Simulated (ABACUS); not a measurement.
# Mo: single-point calculation at one volume of an equation of state

The run: single-point calculation at one volume of an equation of state of Mo (Im-3m, 1 atom in the cell). Method and program: Kohn-Sham DFT of a periodic cell, BP86, PseudoDojo NC SR 0.4.1 PBE standard, no spin polarisation (ABACUS 3.10.1).

The structure derives from a Materials Project entry. It belongs to a series of runs on one base structure; here: volume scaled by 0.98.

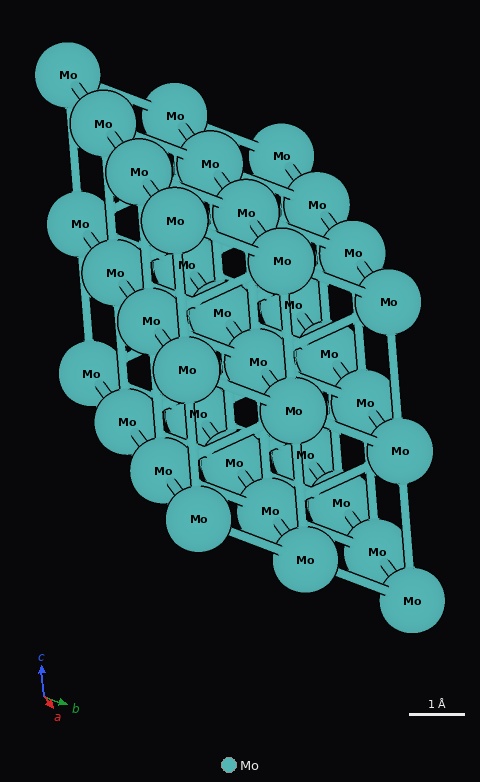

**Figure 1.** The structure (ball-and-stick view of the cell of the calculation, repeated 3 × 2 × 2, seen slightly off an axis). Near neighbours in the crystal (not all of them lie inside the picture): Mo has 8 Mo at 2.72 Å.

Input file
```
INPUT_PARAMETERS
suffix              Mo
calculation         scf
basis_type          pw
pseudo_dir          ./
symmetry            1
dft_functional      GGA_X_B88+GGA_C_P86
ecutwfc             81
pseudo_rcut         10
nspin               1
nbands              11
ks_solver           dav
smearing_method     fd
smearing_sigma      0.00367493
scf_thr             1e-08
scf_nmax            100
mixing_type         broyden
mixing_beta         0.7
cal_force           1
cal_stress          1
kpar                4
```

File STRU
```
ATOMIC_SPECIES
Mo 95.9500 Mo.upf

LATTICE_CONSTANT
1.8897261246

LATTICE_VECTORS
-1.5731790612 1.5731790612 1.5731790612
1.5731790612 -1.5731790612 1.5731790612
1.5731790612 1.5731790612 -1.5731790612

ATOMIC_POSITIONS
Cartesian

Mo
0.0
1
0.0000000000 0.0000000000 0.0000000000 1 1 1
```

File KPT
```
K_POINTS
0
Gamma
10 10 10 0 0 0
```

Run as:
```bash
OMP_NUM_THREADS=1 mpirun -np 4 abacus > log
```

What the program printed
```
ABACUS v3.10.1

               Atomic-orbital Based Ab-initio Computation at UStc

 ------------------------------------------------------------------------------------

 READING GENERAL INFORMATION
                           global_out_dir = OUT.Mo/
                           global_in_card = INPUT
                               pseudo_dir = ./
                              orbital_dir =
                                    DSIZE = 4
                                    GSIZE = 1

 READING UNITCELL INFORMATION
                                    ntype = 1
                  lattice constant (Bohr) = 1.88973
              lattice constant (Angstrom) = 1

 READING ATOM TYPE 1
                               atom label = Mo
                      L=0, number of zeta = 1
                      L=1, number of zeta = 1
                      L=2, number of zeta = 1
             number of atom for this type = 1

                        TOTAL ATOM NUMBER = 1
CARTESIAN COORDINATES ( UNIT =       1.889726124600 Bohr ).
    atom                   x                   y                   z     mag                  vx                  vy                  vz
tauc_Mo1            0.0000000000        0.0000000000        0.0000000000  0.0000        0.0000000000        0.0000000000        0.0000000000

                          Volume (Bohr^3) = 105.097
                             Volume (A^3) = 15.5738

 Lattice vectors: (Cartesian coordinate: in unit of a_0)
             -1.57318            +1.57318            +1.57318
             +1.57318            -1.57318            +1.57318
             +1.57318            +1.57318            -1.57318
 Reciprocal vectors: (Cartesian coordinate: in unit of 2 pi/a_0)
                   +0           +0.317828           +0.317828
            +0.317828                  +0           +0.317828
            +0.317828           +0.317828                  +0
 The esolver type has been set to : ksdft_pw

                PAO radial cut off (Bohr) = 10

 Read in pseudopotential file is Mo.upf
                     pseudopotential type = NC
          exchange-correlation functional = PBE
                 nonlocal core correction = 1
                        valence electrons = 14
                                     lmax = 2
                           number of zeta = 4
                     number of projectors = 6
                           L of projector = 0
                           L of projector = 0
                           L of projector = 1
                           L of projector = 1
                           L of projector = 2
                           L of projector = 2
 XC functional updated to : GGA_X_B88+GGA_C_P86
          exchange-correlation functional = GGA_X_B88+GGA_C_P86
     initial pseudo atomic orbital number = 10

 SETUP THE ELECTRONS NUMBER
            electron number of element Mo = 14
      total electron number of element Mo = 14
            AUTOSET number of electrons:  = 14
                           occupied bands = 7
                                   NBANDS = 11
                                   NLOCAL = 9

%%%%%%%%%%%%%%%%%%%%%%%%%%%%%%%%%%%%%%%%%%%%%%%%%%%%%%%%%%%%%%%%%%%%%%%%%%%%%%%%%%%%%%%%%%%%%%%%%%%%%%%%%%
 Warning: the number of valence electrons in pseudopotential > 6 for Mo: [Kr] 4d5 5s1
 Pseudopotentials with additional electrons can yield (more) accurate outcomes, but may be less efficient.
 If you're confident that your chosen pseudopotential is appropriate, you can safely ignore this warning.
%%%%%%%%%%%%%%%%%%%%%%%%%%%%%%%%%%%%%%%%%%%%%%%%%%%%%%%%%%%%%%%%%%%%%%%%%%%%%%%%%%%%%%%%%%%%%%%%%%%%%%%%%%

 SETUP THE PLANE WAVE BASIS
 energy cutoff for charge/potential (unit:Ry) = 324
            fft grid for charge/potential = [ 30, 30, 30 ]
                        fft grid division = [ 1, 1, 1 ]
        big fft grid for charge/potential = [ 30, 30, 30 ]
                                     nbxx = 27000
                                     nrxx = 27000

 SETUP PLANE WAVES FOR CHARGE/POTENTIAL
                    number of plane waves = 10425
                         number of sticks = 645

 PARALLEL PW FOR CHARGE/POTENTIAL
     PROC   COLUMNS(POT)             PW
        1            645          10425
 --------------- sum -------------------
        1            645          10425
                            number of |g| = 135
                                  max |g| = 29.2942
                                  min |g| = 0

----------- Double Check Mixing Parameters Begin ------------
mixing_type: broyden
mixing_beta: 0.7
mixing_gg0: 1
mixing_gg0_min: 0.1
mixing_ndim: 8
----------- Double Check Mixing Parameters End ------------

 LATTICE VECTORS: (CARTESIAN COORDINATE: IN UNIT OF A0)
             -1.57318            +1.57318            +1.57318
             +1.57318            -1.57318            +1.57318
             +1.57318            +1.57318            -1.57318
                       right hand lattice = 1
                                   NORM_A = 2.72483
                                   NORM_B = 2.72483
                                   NORM_C = 2.72483
                           ALPHA (DEGREE) = 109.471
                           BETA  (DEGREE) = 109.471
                           GAMMA (DEGREE) = 109.471

 The lattice vectors have been changed (STRU_SIMPLE.cif)

(for optimal symmetric configuration:)
                             BRAVAIS TYPE = 2
                     BRAVAIS LATTICE NAME = 02. Cubic I (body-centered)
                                    ibrav = 2
                                    IBRAV = 2
                                  BRAVAIS = BODY CENTERED CUBIC
                       LATTICE CONSTANT A = 3.14636
Original cell was already a primitive cell.
                        ROTATION MATRICES = 48
              PURE POINT GROUP OPERATIONS = 48
                   SPACE GROUP OPERATIONS = 48
                              POINT GROUP = O_h
               POINT GROUP IN SPACE GROUP = O_h

 SETUP K-POINTS
                                    nspin = 1
                   Input type of k points = Monkhorst-Pack(Gamma)
                                   nkstot = 1000
                       right hand lattice = 1
(for reciprocal lattice: )
                             BRAVAIS TYPE = 3
                     BRAVAIS LATTICE NAME = 03. Cubic F (face-centered)
                                    ibrav = 3
                       right hand lattice = 1
(for k-lattice: )
                             BRAVAIS TYPE = 3
                     BRAVAIS LATTICE NAME = 03. Cubic F (face-centered)
                                    ibrav = 3
                       right hand lattice = 1
                        ROTATION MATRICES = 48
                               nkstot_ibz = 47
K-POINTS REDUCTION ACCORDING TO SYMMETRY
     IBZ    DIRECT_X    DIRECT_Y    DIRECT_Z  WEIGHT  ibz2bz
       1  0.00000000  0.00000000  0.00000000  0.0010       0
       2 -0.10000000  0.10000000  0.00000000  0.0120       1
       3 -0.20000000  0.20000000  0.00000000  0.0120       2
       4 -0.30000000  0.30000000  0.00000000  0.0120       3
       5 -0.40000000  0.40000000  0.00000000  0.0120       4
       6  0.50000000  0.50000000  0.00000000  0.0060       5
       7  0.10000000  0.10000000 -0.20000000  0.0240      11
       8 -0.10000000 -0.20000000  0.30000000  0.0480      12
       9 -0.40000000  0.30000000  0.10000000  0.0480      13
      10  0.50000000  0.40000000  0.10000000  0.0480      14
      11 -0.20000000 -0.20000000  0.40000000  0.0240      22
      12  0.50000000  0.30000000  0.20000000  0.0480      23
      13  0.40000000  0.40000000  0.20000000  0.0240      24
      14  0.40000000  0.30000000  0.30000000  0.0240      33
      15 -0.10000000 -0.10000000  0.30000000  0.0080     111
      16 -0.10000000 -0.20000000  0.40000000  0.0240     112
      17  0.50000000  0.30000000  0.10000000  0.0240     113
      18  0.40000000  0.40000000  0.10000000  0.0120     114
      19 -0.10000000  0.10000000  0.10000000  0.0060     119
      20  0.50000000  0.20000000  0.20000000  0.0240     122
      21  0.40000000  0.30000000  0.20000000  0.0480     123
      22 -0.20000000  0.20000000  0.10000000  0.0240     128
      23  0.30000000  0.30000000  0.30000000  0.0080     133
      24 -0.30000000  0.30000000  0.10000000  0.0240     137
      25 -0.30000000  0.20000000  0.20000000  0.0240     138
      26 -0.40000000  0.40000000  0.10000000  0.0240     146
      27 -0.40000000  0.30000000  0.20000000  0.0480     147
      28  0.50000000  0.50000000  0.10000000  0.0120     155
      29  0.50000000  0.40000000  0.20000000  0.0480     156
      30  0.50000000  0.30000000  0.30000000  0.0240     157
[... 17 further k points ...]

                               nkstot now = 47
[... K-POINTS DIRECT COORDINATES: 47 rows ...]

           k-point number in this process = 12
       minimum distributed K point number = 11
[... stars of the k points ...]

[... K-POINTS CARTESIAN COORDINATES: 12 rows ...]

[... K-POINTS DIRECT COORDINATES: 12 rows ...]

 SETUP PLANE WAVES FOR WAVE FUNCTIONS
     energy cutoff for wavefunc (unit:Ry) = 81
              fft grid for wave functions = [ 30, 30, 30 ]
                    number of plane waves = 1961
                         number of sticks = 213

 PARALLEL PW FOR WAVE FUNCTIONS
     PROC   COLUMNS(POT)             PW
        1            213           1961
 --------------- sum -------------------
        1            213           1961

 SETUP NONLOCAL PSEUDOPOTENTIALS IN PLANE WAVE BASIS
 Mo non-local projectors:
 projector 1 L=0
 projector 2 L=0
 projector 3 L=1
 projector 4 L=1
 projector 5 L=2
 projector 6 L=2
      TOTAL NUMBER OF NONLOCAL PROJECTORS = 18

 Init Non-Local PseudoPotential table :
 Init Non-Local-Pseudopotential done.

                                     npwx = 1312

 Make real space PAO into reciprocal space.
       max mesh points in Pseudopotential = 1001
     dq(describe PAO in reciprocal space) = 0.01
                                    max q = 1084

 number of pseudo atomic orbitals for Mo is 4
WARNING: norm of atomic wavefunction # 3 of atomic type Mo is 0.999963, renormalized
WARNING: norm of atomic wavefunction # 4 of atomic type Mo is 0.999469, renormalized

 -------------------------------------------
 SELF-CONSISTENT
 -------------------------------------------
                                 init_chg = atomic

 PW ALGORITHM --------------- ION=   1  ELEC=   1--------------------------------
 Notice: Threshold on eigenvalues was too large.
 hsover_error=0.14 > DRHO=0.121443
 Origin diag ethr = 0.01
 New diag ethr = 0.000867449

 Density error is 0.123152924967
                          Error Threshold = 0.000867449061298
----------------------------------------------------------
     Energy           Rydberg                 eV
----------------------------------------------------------
 E_KohnSham     -140.6423885795      -1913.5378650109
 E_Harris       -142.9615425941      -1945.0915741498
 E_Fermi        1.6430316671         22.3545926673
----------------------------------------------------------

 PW ALGORITHM --------------- ION=   1  ELEC=   2--------------------------------

 Density error is 0.00580434453068
                          Error Threshold = 0.000879663749768
----------------------------------------------------------
     Energy           Rydberg                 eV
----------------------------------------------------------
 E_KohnSham     -140.6694227735      -1913.9056840901
 E_Harris       -140.2397896831      -1908.0602260118
 E_Fermi        1.5716297060         21.3831191481
----------------------------------------------------------

 PW ALGORITHM --------------- ION=   1  ELEC=   3--------------------------------

 Density error is 0.000259435117263
                          Error Threshold = 4.14596037906e-05
----------------------------------------------------------
     Energy           Rydberg                 eV
----------------------------------------------------------
 E_KohnSham     -140.6706550754      -1913.9224504175
 E_Harris       -140.7146807248      -1914.5214501075
 E_Fermi        1.5846663473         21.5604917517
----------------------------------------------------------

 PW ALGORITHM --------------- ION=   1  ELEC=   4--------------------------------

 Density error is 7.46946216056e-07
                          Error Threshold = 1.85310798045e-06
----------------------------------------------------------
     Energy           Rydberg                 eV
----------------------------------------------------------
 E_KohnSham     -140.6706670375      -1913.9226131714
 E_Harris       -140.6727499081      -1913.9509520795
 E_Fermi        1.5829291633         21.5368561518
----------------------------------------------------------

 PW ALGORITHM --------------- ION=   1  ELEC=   5--------------------------------

 Density error is 1.14161743224e-07
                          Error Threshold = 5.33533011469e-09
----------------------------------------------------------
     Energy           Rydberg                 eV
----------------------------------------------------------
 E_KohnSham     -140.6706676975      -1913.9226221499
 E_Harris       -140.6686012100      -1913.8945061456
 E_Fermi        1.5828713729         21.5360698730
----------------------------------------------------------

 PW ALGORITHM --------------- ION=   1  ELEC=   6--------------------------------

 Density error is 2.49804357373e-09
                          Error Threshold = 8.15441023027e-10
----------------------------------------------------------
     Energy           Rydberg                 eV
----------------------------------------------------------
 E_KohnSham     -140.6706677221      -1913.9226224854
 E_KS(sigma->0) -140.6703871310      -1913.9188048476
 E_Harris       -140.6709736428      -1913.9267847494
 E_band         -3.6835500805        -50.1172699636
 E_one_elec     -17.6921047247       -240.7134338685
 E_Hartree      17.7476969385        241.4698047412
 E_xc           -20.7594809801       -282.4472288517
 E_Ewald        -119.9662177737      -1632.2241292307
 E_entropy(-TS) -0.0005611822        -0.0076352757
 E_descf        0.0000000000         0.0000000000
 E_exx          0.0000000000         0.0000000000
 E_Fermi        1.5829428259         21.5370420408
----------------------------------------------------------

 charge density convergence is achieved
 final etot is -1913.9226225 eV
 EFERMI = 21.537042041 eV

 STATE ENERGY(eV) AND OCCUPATIONS    NSPIN == 1
 1/12 kpoint (Cartesian) = 0.0000 0.0000 0.0000 (1289 pws)
       1       -39.8229     0.00200000
       2       -13.0853     0.00200000
       3       -13.0853     0.00200000
       4       -13.0853     0.00200000
       5        14.2380     0.00200000
       6        20.0404     0.00200000
       7        20.0404     0.00200000
       8        20.0404     0.00200000
       9        23.0848    7.20581e-17
      10        23.0848    7.20581e-17
      11        36.4264        0.00000

 2/12 kpoint (Cartesian) = 0.031783 -0.031783 0.0000 (1292 pws)
       1       -39.7977      0.0240000
       2       -13.2301      0.0240000
       3       -13.1301      0.0240000
       4       -13.0864      0.0240000
       5        14.6722      0.0240000
       6        19.8001      0.0240000
       7        19.9926      0.0240000
       8        20.4563      0.0240000
       9        22.7674    4.93424e-13
      10        23.0947    7.08579e-16
      11        36.7222        0.00000

 3/12 kpoint (Cartesian) = 0.063566 -0.063566 0.0000 (1310 pws)
       1       -39.7313      0.0240000
       2       -13.5992      0.0240000
       3       -13.2457      0.0240000
       4       -13.0892      0.0240000
       5        15.7237      0.0240000
       6        19.2284      0.0240000
       7        19.8131      0.0240000
       8        21.6462     0.00242907
       9        22.4785    1.59464e-10
      10        23.1669    1.67194e-16
      11        36.8682        0.00000

 4/12 kpoint (Cartesian) = 0.095348 -0.095348 0.0000 (1306 pws)
       1       -39.6481      0.0240000
       2       -14.0374      0.0240000
       3       -13.3855      0.0240000
       4       -13.0929      0.0240000
       5        16.4176      0.0240000
       6        18.6098      0.0240000
       7        20.2970      0.0240000
       8        22.7338    9.65931e-13
       9        23.3569    3.74133e-18
      10        23.4109    1.27063e-18
      11        35.6346        0.00000

 5/12 kpoint (Cartesian) = 0.12713 -0.12713 0.0000 (1292 pws)
       1       -39.5798      0.0240000
       2       -14.3791      0.0240000
       3       -13.4963      0.0240000
       4       -13.0960      0.0240000
       5        16.2585      0.0240000
       6        18.1626      0.0240000
       7        21.9334    8.65947e-06
       8        23.1488    2.40207e-16
       9        23.6110    2.32216e-20
      10        25.2741    8.32990e-35
      11        34.1523        0.00000

 6/12 kpoint (Cartesian) = 0.15891 0.15891 0.31783 (1312 pws)
       1       -39.5535      0.0120000
       2       -14.5068      0.0120000
       3       -13.5381      0.0120000
       4       -13.0972      0.0120000
       5        16.1016      0.0120000
       6        18.0020      0.0120000
       7        23.1093    2.64631e-16
       8        23.1510    1.14980e-16
       9        23.7387    9.02406e-22
      10        26.1862    4.98297e-43
      11        33.1104        0.00000

[... levels at 6 further k points ...]

------------------------------------------------------------------------------------------
 TOTAL-FORCE (eV/Angstrom)
------------------------------------------------------------------------------------------
                       Mo1         0.0000000000         0.0000000000         0.0000000000
------------------------------------------------------------------------------------------

----------------------------------------------------------------
 TOTAL-STRESS (KBAR)
----------------------------------------------------------------
        45.1605829586        -0.0000000000        -0.0000000000
        -0.0000000000        45.1605829586         0.0000000000
         0.0000000000         0.0000000000        45.1605829586
----------------------------------------------------------------
 TOTAL-PRESSURE: 45.160583 KBAR

 --------------------------------------------
 !FINAL_ETOT_IS -1913.9226224854285192 eV
 --------------------------------------------
```

Summary

```tsv
quantity	value
outcome	converged
space group (tolerance 0.01 Å)	Im-3m (229)
electrons treated	14
free energy	−1913.9226 eV
Fermi energy	21.537 eV
gap on the k-point mesh	none (metallic)
pressure	4.52 GPa
largest force (length of the vector)	under 0.001 eV/Å
hardware	4 threads of Intel Xeon (Emerald Rapids), 16 GiB of memory available, shared host
wall time	2.7 s (CPU time 10 s)
peak memory	0.36 GiB
```
